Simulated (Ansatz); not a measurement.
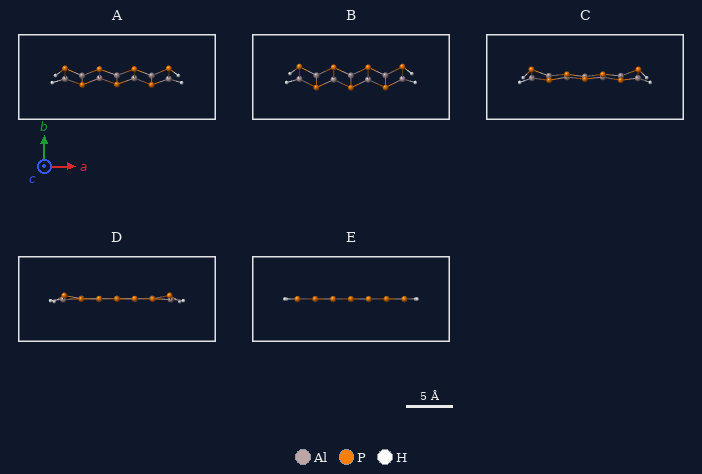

5 geometries from one relaxation of a wire of composition Al7P7H4, in shuffled order. A ball-and-stick model of the cell of the calculation, with the vacuum cut short, seen along the c axis.

Case: armchair ribbon, 7 formula units a period, edges capped with H.

Method: DFT PBE, scalar-relativistic, plane waves, PAW in Ansatz. (plane-wave cutoff 420 eV; k-point mesh 1 × 1 × 5; occupations gaussian; smearing width 0.05 eV; no spin polarisation; cell relaxed at fixed a, b, alpha, beta, gamma; force threshold 0.02 eV/Å; at most 45 steps)

### Put them in the order of the run, from the start to the converged end.

E, D, C, A, B. They are steps 0, 9, 14, 18, 25, at +1.137 eV per cell of the calculation, +0.862 eV per cell of the calculation, +0.566 eV per cell of the calculation, +0.143 eV per cell of the calculation relative to the last. Over 22 accepted moves (25 points after the start) the energy falls by 1.137 eV per cell of the calculation. Largest force component: 0.39 eV/Å at the start, 0.017 eV/Å at the end. The line search rejected the trial steps at points 12, 20 of the run. The SCF was repeated once at an unchanged geometry on a basis and grid sized afresh for the cell, which shifted the energy by 6.9 meV per cell of the calculation at most. The largest moves relative to the centre of the atoms, 1.19 Å, are those of P atoms. By element the largest moves are P 1.19 Å, H 0.64 Å, Al 0.31 Å. Along the periodic axis the drawn cell goes c 6.823 → 5.673 Å (−16.9 %). Among the contacts that change: Al–P 2.274 → 2.316 Å, H–P 1.420 → 1.435 Å, Al–H 1.600 → 1.591 Å. Among the angles between lasting bonds that change: Al–P–H 120.0° → 92.0°, Al–P–Al 120.0° → 94.9°, Al–P–Al 120.0° → 96.3°.
